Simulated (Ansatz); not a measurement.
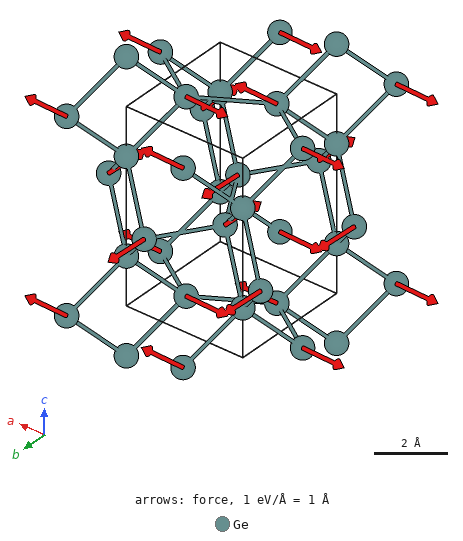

Starting geometry of solid Ge (a generated structure, set up in P4_2/m) (coarse preliminary run) with the computed forces as red arrows. Style: ball-and-stick. Shown: the cell of the calculation, from a free direction.

Theory: DFT PBE, scalar-relativistic, plane waves, PAW (Ansatz).

Input
```yaml
crystal:
  lattice:
    - [4.12353409, 0.0, 0.0]
    - [0.0, 4.12353409, 0.0]
    - [0.0, 0.0, 6.5983664]
  atoms:
    - { symbol: Ge, position: [0.0, 0.0, 0.25] }
    - { symbol: Ge, position: [0.0, 0.0, 0.75] }
    - { symbol: Ge, position: [0.65668231, 0.23681633, 0.5] }
    - { symbol: Ge, position: [0.34331769, 0.76318367, 0.5] }
    - { symbol: Ge, position: [0.76318367, 0.65668231, 0.0] }
    - { symbol: Ge, position: [0.23681633, 0.34331769, 0.0] }
basis:
  ecutwfc: 420
kpoints:
  mp_grid: { grid: [4, 4, 4] }
hamiltonian:
  xc: pbe
scf:
  occupations: { method: gaussian, width: 0.1 }
  lower_state_search: "off"
output:
  forces: true
  stress: true
  eigenvalues: true
relax:
  adjacent_minimum: "off"
  f_tol: 0.04
  max_steps: 70
  cell: { stress_tol: 0.4 }
```

Command:
```bash
ansatz run input.yaml --threads 1 --pin off --max-ram 2560MiB --backend cpu --events-out ev --progress --plain --runs-dir out
```

Question: Is this structure relaxed? If not, where do the atoms go?

Answer: It isn't relaxed: the largest force vector, on Ge atoms, is 1.55 eV/Å. The final displacements follow the starting forces only in part (cosine between the two patterns 0.46). After 5 accepted moves (7 points after the start) the energy has fallen by 200 meV per atom. Largest force component: 1.5 eV/Å at the start, 0.0022 eV/Å at the end. The pressure goes from 16.27 to 0.00 GPa. At 2 points the geometry stayed and the basis and grid were re-selected for the new cell (energy shift of 3.5 meV per atom at most each time). The largest moves relative to the cell, 0.080 Å, are those of Ge3, Ge4, Ge5 and Ge6. Ge6 goes along [1 −2 0]. The drawn cell changes as follows: a = b 4.124 → 4.232 Å (+2.6 %), c 6.598 → 7.434 Å (+12.7 %); the volume changes by +18.7 %. Some distances before and after: Ge3–Ge4 2.342 → 2.542 Å, Ge1–Ge3 2.383 → 2.536 Å, Ge3–Ge4 (another image) 2.526 → 2.614 Å. Among the angles between lasting bonds that change: Ge3–Ge1–Ge4 92.4° → 85.8°, Ge1–Ge3–Ge2 87.6° → 94.2°, Ge4–Ge3–Ge4 115.7° → 110.3°. The space group stays P4_2/m (No. 84).

Limits of the set-up: the k-point mesh is coarse for a cell with partly filled bands.
